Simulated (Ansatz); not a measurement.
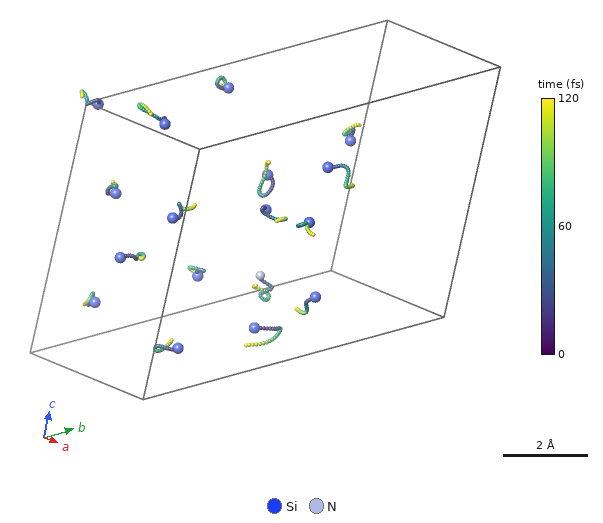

Molecular dynamics of Si with an interstitial N (17 atoms in the cell), 120 fs long. It starts from the last geometry of an earlier run, with fresh velocities. Dots mark each atom's position at evenly spaced times, coloured by time; spheres stand at the starting positions. Seen slightly off an axis in the reduced simulation cell.

Level of theory: Ansatz 0.2.0, DFT LDA, scalar-relativistic, plane waves, PAW. Run with plane-wave cutoff 420 eV; k-point mesh 2 × 2 × 2; Fermi-Dirac smearing 0.02 eV; spin collinear; constant energy (NVE); velocities drawn for 2100 K; time step 1 fs.

Describe the motion.

Answer. Root-mean-square distances from the starting positions over the second half, with the common drift of all atoms taken out: N 0.83 Å, Si 0.48 Å. Against the typical shortest distance between atoms in the first frame, about 2.2 Å these are wide excursions, but the first-neighbour bonds of the start all hold: the network flexes, or its layers or units shift against each other, without breaking. Bond changes: one Si–Si bond breaks at about 43 fs; one Si–Si bond forms at about 104 fs.

Limits of the set-up: the k-point mesh is coarse for a cell with partly filled bands; the periodic images lie only 7.7 Å apart, so the values are limited by the cell's size.

Cost: 29 min on 1 thread of Arm Neoverse V1 (shared host), peak memory 0.65 GiB.
